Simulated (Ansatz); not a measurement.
System: HW$_{16}$S$_{32}$ (cell with a defect).

HW$_{16}$S$_{32}$ (cell with a defect), 49 atoms, a = 10.49 Å, b = 10.49 Å, c = 10.49 Å, α = 74.85°, β = 74.85°, γ = 74.85°.

Spin-polarised.

Level of theory: Ansatz 0.2.0, DFT PBE, scalar-relativistic, plane waves, PAW.

Question: What can the converged valence pseudo-density and electron localisation function tell about the bonding?

Answer: W–S (2.42 Å): ρ is about 0.61 e/Å³ halfway; the ELF peaks at about 0.85 in the valence shell of S, 0.8 Å from its nucleus, and is about 0.50 at the midpoint.

Question: Does the calculation give a band gap?

Answer: It is gapped, with a Kohn–Sham gap of 0.42 eV on the k-point mesh (the band edges may lie off the mesh, which would make the gap smaller).

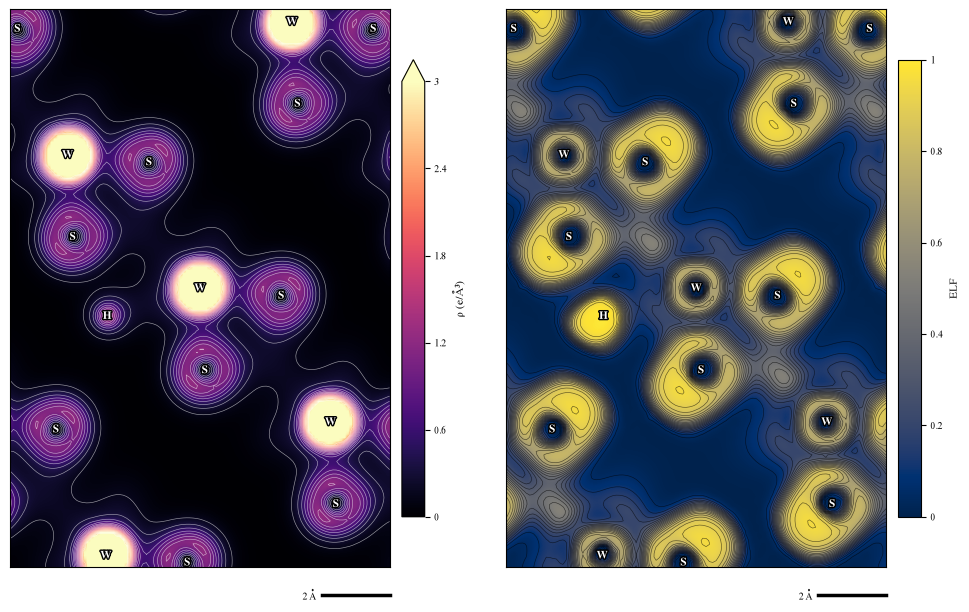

Computed valence pseudo-density and electron localisation function on the (11̄0) plane of the calculation cell, in this order. 

Core electrons are frozen (PAW), and the valence fields are smoothed inside the atomic spheres.
